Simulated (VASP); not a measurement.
# GaAs(110): relaxation, ionisation energy and affinity, part 3 of 4

Aim: ionisation energy and electron affinity of GaAs(110), from a slab and a bulk run lined up through core potentials. The crystal is strained by -1 % in the plane, against this functional's own lattice.

VASP 6.6.1, plane waves and PAW; the level of theory is named at each step.

So far. Step 3 (Relax the host again, on a new basis): The start already met the threshold, so nothing moved. Step 5 (Relax the strained bulk along the normal): The run ended after 5 ionic steps, 0.002 eV below its first step, once forces and stress met EDIFFG = -0.01.

### 7. Surface relaxation

This step: PBE; plane waves and PAW (Ga, As) (VASP 6.6.1).

System of this step: GaAs(110). The cell holds 18 atoms: 9 Ga and 9 As. Cell: a = 4.033 Å, b = 5.703 Å, c = 32.393 Å, α = 90.0°, β = 90.0°, γ = 90.0°. It derives from GaAs. 9 layers, strained by -1 % in the plane. Vacuum lies along c.

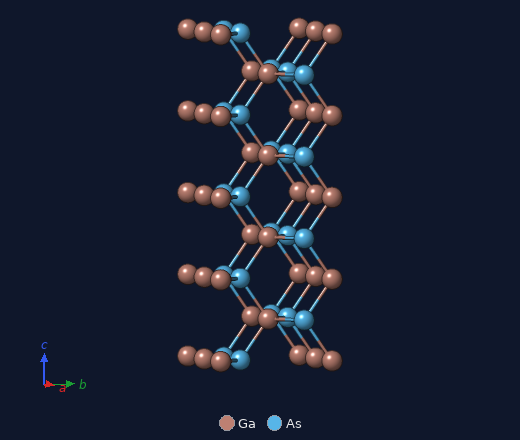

The cell of this step (gallium pink, arsenic blue). 2×1×1 cells are drawn. Some periodic images of atoms are drawn too.

All atoms relax at the fixed cell.

INCAR

```
SYSTEM = GaAs
PREC = Normal
ENCUT = 320
EDIFF = 1E-05
NELM = 120
ISMEAR = 0
SIGMA = 0.03
LREAL = Auto
ALGO = Fast
GGA = PE
NBANDS = 54
LORBIT = 11
LWAVE = .FALSE.
LCHARG = .FALSE.
KPAR = 2
NCORE = 2
IBRION = 2
NSW = 60
ISIF = 2
EDIFFG = -0.03
POTIM = 0.4
MAXMIX = 40
IDIPOL = 3
LDIPOL = .TRUE.
DIPOL = 0.5 0.5 0.5
```

POSCAR

```
GaAs
1.0
    4.0327186493      0.0000000000      0.0000000000
    0.0000000000      5.7031254071      0.0000000000
    0.0000000000      0.0000000000     32.3926095776
Ga As
9 9
Direct
    0.0000000000      0.0000000000      0.2469699100
    0.5000000000      0.5000000000      0.3102274400
    0.0000000000      0.0000000000      0.3734849600
    0.5000000000      0.5000000000      0.4367424800
    0.0000000000      0.0000000000      0.5000000000
    0.5000000000      0.5000000000      0.5632575200
    0.0000000000      0.0000000000      0.6265150400
    0.5000000000      0.5000000000      0.6897725600
    0.0000000000      0.0000000000      0.7530300900
    0.0000000000      0.7500000000      0.3102274400
    0.5000000000      0.2500000000      0.2469699100
    0.0000000000      0.7500000000      0.4367424800
    0.5000000000      0.2500000000      0.3734849600
    0.0000000000      0.7500000000      0.5632575200
    0.5000000000      0.2500000000      0.5000000000
    0.0000000000      0.7500000000      0.6897725600
    0.5000000000      0.2500000000      0.6265150400
    0.5000000000      0.2500000000      0.7530300900
```

KPOINTS

```
Automatic mesh
0
Gamma
6 4 1
0 0 0
```

PAW data sets: Ga and As (PBE family, release 64).

On the command line:

```bash
> mpirun -np 4 vasp_std
```

The program printed:

```text
[banner, memory and clock lines left out]
running    4 mpi-ranks, on    1 nodes
 distrk:  each k-point on    2 cores,    2 groups
 distr:  one band on    2 cores,    1 groups

 POSCAR found type information on POSCAR GaAs
 POSCAR found :  2 types and      18 ions
 LDA part: xc-table for (Slater+PW92), standard interpolation
 POSCAR, INCAR and KPOINTS ok, starting setup
 FFT: planning ... GRIDC
 FFT: planning ... GRID_SOFT
 FFT: planning ... GRID
 WAVECAR not read
 entering main loop
       N       E                     dE             d eps       ncg     rms          rms(c)
DAV:   1     0.301004561583E+03    0.30100E+03   -0.18459E+04  1304   0.687E+02
DAV:   2    -0.370179492826E+02   -0.33802E+03   -0.32492E+03  1722   0.149E+02
DAV:   3    -0.722914662899E+02   -0.35274E+02   -0.34799E+02  1600   0.501E+01
DAV:   4    -0.736292937395E+02   -0.13378E+01   -0.13334E+01  1696   0.110E+01
DAV:   5    -0.736729593069E+02   -0.43666E-01   -0.43637E-01  1676   0.188E+00    0.110E+01
RMM:   6    -0.718057666182E+02    0.18672E+01   -0.21026E+00  1296   0.315E+00    0.629E+00
RMM:   7    -0.715331854003E+02    0.27258E+00   -0.26890E+00  1296   0.352E+00    0.155E+00
RMM:   8    -0.714872489428E+02    0.45936E-01   -0.39354E-01  1296   0.168E+00    0.455E-01
RMM:   9    -0.714726265838E+02    0.14622E-01   -0.27544E-02  1320   0.539E-01    0.189E-01
RMM:  10    -0.714733752485E+02   -0.74866E-03   -0.12886E-02  1360   0.273E-01    0.103E-01
RMM:  11    -0.714741085397E+02   -0.73329E-03   -0.22379E-03  1354   0.130E-01    0.525E-02
RMM:  12    -0.714746113355E+02   -0.50280E-03   -0.10260E-03  1296   0.887E-02    0.437E-02
RMM:  13    -0.714747186038E+02   -0.10727E-03   -0.45963E-04  1309   0.508E-02    0.146E-02
RMM:  14    -0.714749976951E+02   -0.27909E-03   -0.20319E-04  1241   0.313E-02    0.120E-02
RMM:  15    -0.714751024057E+02   -0.10471E-03   -0.49667E-05  1020   0.167E-02    0.700E-03
RMM:  16    -0.714751510189E+02   -0.48613E-04   -0.32908E-05   955   0.117E-02    0.270E-03
RMM:  17    -0.714751910529E+02   -0.40034E-04   -0.12042E-05   901   0.725E-03    0.252E-03
RMM:  18    -0.714752085063E+02   -0.17453E-04   -0.38694E-06   667   0.358E-03    0.144E-03
RMM:  19    -0.714752436489E+02   -0.35143E-04   -0.20708E-06   614   0.318E-03    0.108E-03
RMM:  20    -0.714752546692E+02   -0.11020E-04   -0.43764E-07   464   0.230E-03    0.518E-04
RMM:  21    -0.714752646598E+02   -0.99906E-05   -0.52304E-07   479   0.234E-03
   1 F= -.71475265E+02 E0= -.71475252E+02  d E =-.714753E+02
 curvature:   0.00 expect dE= 0.000E+00 dE for cont linesearch  0.000E+00
 trial: gam= 0.00000 g(F)=  0.382E+00 g(S)=  0.000E+00 ort = 0.000E+00 (trialstep = 0.100E+01)
 search vector abs. value=  0.382E+00
 bond charge predicted
       N       E                     dE             d eps       ncg     rms          rms(c)
DAV:   1    -0.717947561546E+02   -0.31950E+00   -0.36093E+00  1416   0.522E+00    0.560E-01
RMM:   2    -0.718084465034E+02   -0.13690E-01   -0.18724E-01  1296   0.117E+00    0.214E-01
RMM:   3    -0.718132718735E+02   -0.48254E-02   -0.29831E-02  1311   0.506E-01    0.152E-01
RMM:   4    -0.718135746722E+02   -0.30280E-03   -0.57320E-03  1349   0.220E-01    0.572E-02
RMM:   5    -0.718135838190E+02   -0.91467E-05   -0.12795E-03  1366   0.102E-01    0.203E-02
RMM:   6    -0.718136670564E+02   -0.83237E-04   -0.28191E-04  1332   0.459E-02    0.861E-03
RMM:   7    -0.718137413538E+02   -0.74297E-04   -0.65175E-05  1063   0.219E-02    0.611E-03
RMM:   8    -0.718137447238E+02   -0.33700E-05   -0.17711E-05   904   0.109E-02
   2 F= -.71813745E+02 E0= -.71813745E+02  d E =-.338480E+00
[... from here on, the cycles between the ionic steps are left out ...]
   3 F= -.72290977E+02 E0= -.72290977E+02  d E =-.815712E+00
   4 F= -.72589903E+02 E0= -.72589903E+02  d E =-.298926E+00
   5 F= -.72746857E+02 E0= -.72746857E+02  d E =-.455880E+00
   6 F= -.72812875E+02 E0= -.72812875E+02  d E =-.660181E-01
   7 F= -.72812942E+02 E0= -.72812942E+02  d E =-.660854E-01
   8 F= -.72832788E+02 E0= -.72832788E+02  d E =-.198463E-01
   9 F= -.72840125E+02 E0= -.72840125E+02  d E =-.271834E-01
  10 F= -.72852493E+02 E0= -.72852493E+02  d E =-.123672E-01
  11 F= -.72853238E+02 E0= -.72853238E+02  d E =-.131125E-01
  12 F= -.72857819E+02 E0= -.72857819E+02  d E =-.458080E-02
  13 F= -.72857850E+02 E0= -.72857850E+02  d E =-.461156E-02
  14 F= -.72859782E+02 E0= -.72859782E+02  d E =-.193284E-02
  15 F= -.72859871E+02 E0= -.72859871E+02  d E =-.202101E-02
  16 F= -.72861393E+02 E0= -.72861393E+02  d E =-.152238E-02
  17 F= -.72862099E+02 E0= -.72862099E+02  d E =-.222802E-02
  18 F= -.72861820E+02 E0= -.72861820E+02  d E =-.194992E-02
  19 F= -.72862254E+02 E0= -.72862254E+02  d E =-.238375E-02
 curvature:  -1.55 expect dE=-0.110E-02 dE for cont linesearch -0.590E-05
 trial: gam= 0.85308 g(F)=  0.711E-03 g(S)=  0.000E+00 ort = 0.888E-04 (trialstep = 0.249E+01)
 search vector abs. value=  0.237E-02
 bond charge predicted
       N       E                     dE             d eps       ncg     rms          rms(c)
DAV:   1    -0.728626943835E+02   -0.44426E-03   -0.14195E-01  1296   0.113E+00    0.104E-01
RMM:   2    -0.728631532171E+02   -0.45883E-03   -0.72472E-03  1296   0.252E-01    0.344E-02
RMM:   3    -0.728633311522E+02   -0.17794E-03   -0.11055E-03  1308   0.102E-01    0.395E-02
RMM:   4    -0.728634058715E+02   -0.74719E-04   -0.20675E-04  1341   0.427E-02    0.356E-02
RMM:   5    -0.728634147273E+02   -0.88557E-05   -0.60795E-05  1132   0.216E-02
  20 F= -.72863415E+02 E0= -.72863415E+02  d E =-.116045E-02
 trial-energy change:   -0.001160  1 .order   -0.001182   -0.001958   -0.000406
 step:   3.1416(harm=  3.1416)  dis= 0.00769  next Energy=   -72.863489 (dE=-0.124E-02)
 reached required accuracy - stopping structural energy minimisation
```

The job ended after 7.3 min (4 MPI ranks of AMD EPYC 7R43, shared host; peak memory 0.86 GiB).

Parts of OUTCAR (step 7):

```text
   k-points           NKPTS =     12   k-points in BZ     NKDIM =     12   number of bands    NBANDS=     54

   ENCUT  =  320.0 eV  23.52 Ry    4.85 a.u.   5.88  8.32 47.25*2*pi/ulx,y,z

   NELECT =      72.0000    total number of electrons

 dipolmoment           0.000000      0.000000     -0.000000 electrons x Angstroem

 E-fermi :  -0.5201

 k-point     1 :       0.0000    0.0000    0.0000
  band No.  band energies     occupation
    ...
     32      -1.0948      2.00000
     33      -1.0105      2.00000
     34      -0.9524      2.00000
     35      -0.7841      2.00000
     36      -0.6780      2.00000
     37       0.0049      0.00000
     38       0.7820      0.00000
     39       0.8759      0.00000
     40       0.9558      0.00000
     41       1.0260      0.00000
    ...

  Total        1.8433807      1.3694490     -0.4933504      0.0000000      0.0000000      0.0000000
  in kB        3.9643213      2.9450973     -1.0609850      0.0000000      0.0000000      0.0000000
  external PRESSURE =       1.9494779 kB  Pullay stress =       0.0000000 kB

 POSITION                                       TOTAL-FORCE (eV/Angst)
 -----------------------------------------------------------------------------------
      0.00000      0.33328      8.44383        -0.000000      0.002788      0.001746
      2.01636      2.74529      9.92919        -0.000000      0.014354      0.015964
      4.03272      5.64176     12.12162        -0.000000     -0.007152     -0.006063
      2.01636      2.78597     14.12304         0.000000     -0.011241      0.015907
      0.00000      5.65072     16.19630        -0.000000     -0.004605      0.000000
      2.01636      2.78597     18.26957         0.000000     -0.011241     -0.015907
      0.00000      5.64176     20.27099        -0.000000     -0.007152      0.006063
      2.01636      2.74529     22.46342         0.000000      0.014354     -0.015964
      0.00000      0.33328     23.94878        -0.000000      0.002788     -0.001746
      4.03272      4.19667     10.07234        -0.000000      0.009169     -0.016193
      2.01636      1.54182      7.72431        -0.000000     -0.006238      0.024806
      4.03272      4.22549     14.15730        -0.000000     -0.000717     -0.006089
      2.01636      1.38794     12.05430        -0.000000     -0.003720      0.005745
      0.00000      4.22549     18.23531        -0.000000     -0.000717      0.006089
      2.01636      1.38673     16.19630        -0.000000      0.010117      0.000000
      4.03272      4.19667     22.32027        -0.000000      0.009169      0.016193
      2.01636      1.38794     20.33831        -0.000000     -0.003720     -0.005745
      2.01636      1.54182     24.66830        -0.000000     -0.006238     -0.024806
 -----------------------------------------------------------------------------------
    total drift:                                0.000000     -0.017212     -0.000002

  FREE ENERGIE OF THE ION-ELECTRON SYSTEM (eV)
  ---------------------------------------------------
  free  energy   TOTEN  =       -72.8634147273 eV

  energy  without entropy=      -72.8634147273  energy(sigma->0) =      -72.86341473

 vacuum level on the upper side and lower side of the slab         3.916         3.916

[... 2 parts as in an earlier step ...]

[... 14 further parts left out ...]
```

CONTCAR:

```
GaAs
   1.00000000000000
     4.0327186492999996    0.0000000000000000    0.0000000000000000
     0.0000000000000000    5.7031254070999999    0.0000000000000000
     0.0000000000000000    0.0000000000000000   32.3926095775999983
  Ga              As
     9     9
Direct
     0.0000000000000000    0.0584381682483659    0.2606714721325392
     0.5000000000000000    0.4813659318556400    0.3065264792319828
     1.0000000000000000    0.9892401582935109    0.3742094568155783
     0.5000000000000000    0.4884993199588838    0.4359957252768319
     0.0000000000000000    0.9908118625240917    0.5000000000000000
     0.5000000000000000    0.4884993199588838    0.5640042747231679
     0.0000000000000000    0.9892401582935109    0.6257905431844217
     0.5000000000000000    0.4813659318556400    0.6934735207680175
     0.0000000000000000    0.0584381682483659    0.7393285278674605
     1.0000000000000000    0.7358547326873740    0.3109454687729444
     0.5000000000000000    0.2703465890493282    0.2384589450999818
     1.0000000000000000    0.7409078164699546    0.4370533160076830
     0.5000000000000000    0.2433653710527807    0.3721310944535465
     0.0000000000000000    0.7409078164699546    0.5629466839923170
     0.5000000000000000    0.2431519622442324    0.5000000000000000
     1.0000000000000000    0.7358547326873740    0.6890545312270556
     0.5000000000000000    0.2433653710527807    0.6278689055464537
     0.5000000000000000    0.2703465890493282    0.7615410549000183
```

Step by step:

```
step  energy less that of the first step (eV)  largest force (eV/Å)
   1                                   0.0000                1.5482
   2                                  -0.3385                1.3134
   3                                  -0.8157                1.0134
   4                                  -1.1146                0.6699
   5                                  -1.2716                0.6242
   6                                  -1.3376                0.2308
   7                                  -1.3377                0.2238
   8                                  -1.3575                0.1611
   9                                  -1.3649                0.1608
  10                                  -1.3772                0.1067
  11                                  -1.3780                0.1246
  12                                  -1.3826                0.0607
  13                                  -1.3826                0.0651
  14                                  -1.3845                0.0602
  15                                  -1.3846                0.0623
  16                                  -1.3861                0.0317
  17                                  -1.3868                0.0352
  18                                  -1.3866                0.0682
  19                                  -1.3870                0.0438
  20                                  -1.3882                0.0256
```

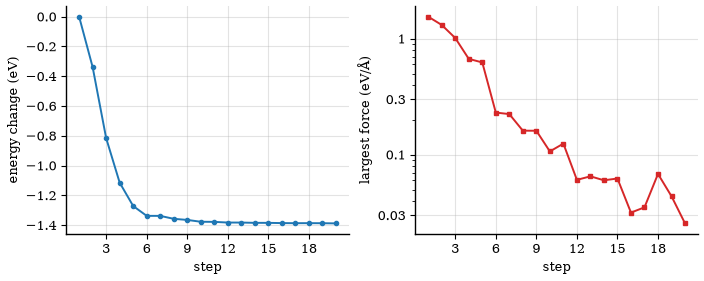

Energy and largest force along the relaxation.

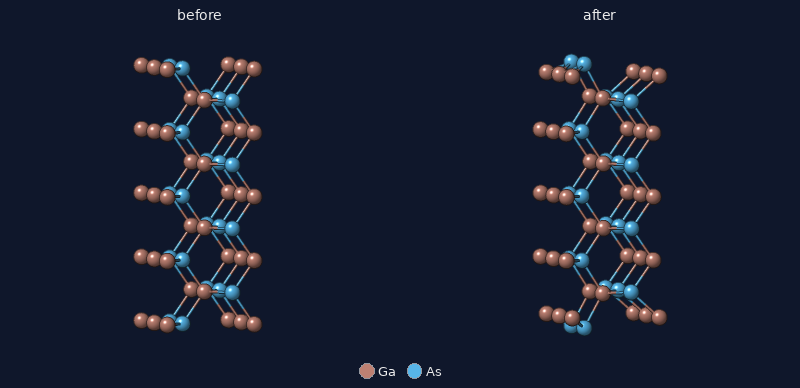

Before and after, at one scale.

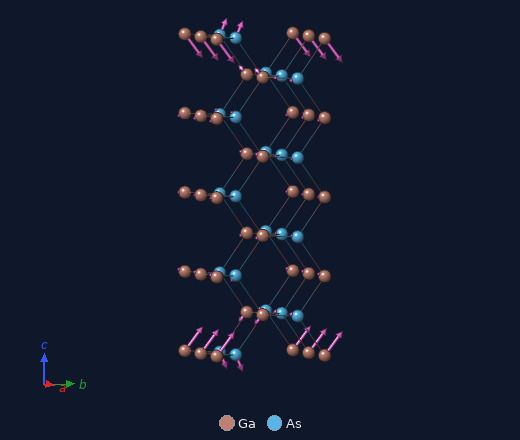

Displacements in the relaxation, exaggerated; the longest in the cell stands for 0.56 Å. 2×1×1 cells are drawn. Some periodic images of atoms are drawn too.

The atoms that moved most (Å):

```
atom     dx      dy      dz  length
 Ga9  0.000   0.333  -0.444   0.555
 Ga1  0.000   0.333   0.444   0.555
As18  0.000   0.116   0.276   0.299
As11  0.000   0.116  -0.276   0.299
 Ga2  0.000  -0.106  -0.120   0.160
 Ga8  0.000  -0.106   0.120   0.160
As10  0.000  -0.081   0.023   0.084
As16  0.000  -0.081  -0.023   0.084
```

Final coordinates:

```xyz
18
Lattice="4.0327 0.0000 0.0000 0.0000 5.7031 0.0000 0.0000 0.0000 32.3926" Properties=species:S:1:pos:R:3
Ga    0.0000    0.3333    8.4438
Ga    2.0164    2.7453    9.9292
Ga    0.0000   -0.0614   12.1216
Ga    2.0164    2.7860   14.1230
Ga    0.0000   -0.0524   16.1963
Ga    2.0164    2.7860   18.2696
Ga    0.0000   -0.0614   20.2710
Ga    2.0164    2.7453   22.4634
Ga    0.0000    0.3333   23.9488
As    0.0000    4.1967   10.0723
As    2.0164    1.5418    7.7243
As    0.0000    4.2255   14.1573
As    2.0164    1.3879   12.0543
As    0.0000    4.2255   18.2353
As    2.0164    1.3867   16.1963
As    0.0000    4.1967   22.3203
As    2.0164    1.3879   20.3383
As    2.0164    1.5418   24.6683
```

Numbers from this step:

- electronic cycles: 141
- electrons: 72
- free energy (TOTEN): -72.8634 eV
- Fermi energy: -0.5201 eV
- dipole moment: 0, 0, 0 e·Å
- gap on the k-mesh: 0.6829 eV
- least direct gap on the k-mesh: 0.6829 eV

The run ended after 20 ionic steps, 1.388 eV below its first step, once the forces on the free atoms met EDIFFG = -0.03.

(Continued in part 4 of 4.)

[Lines on the potential files, build, host, timing and source positions are cut from VASP's logs without a mark.]

[Logs are printed without paths, hosts, clocks, repeated set-up lines and the standing remarks that a program may print on its own settings, such as how far it seeks lower states.]

[Hosts, paths, dates, database ids (printed as entryN), source tags and the programs' standing remarks are cut or masked in the printed files.]

[Runs that stopped without an error message from VASP are left out.]
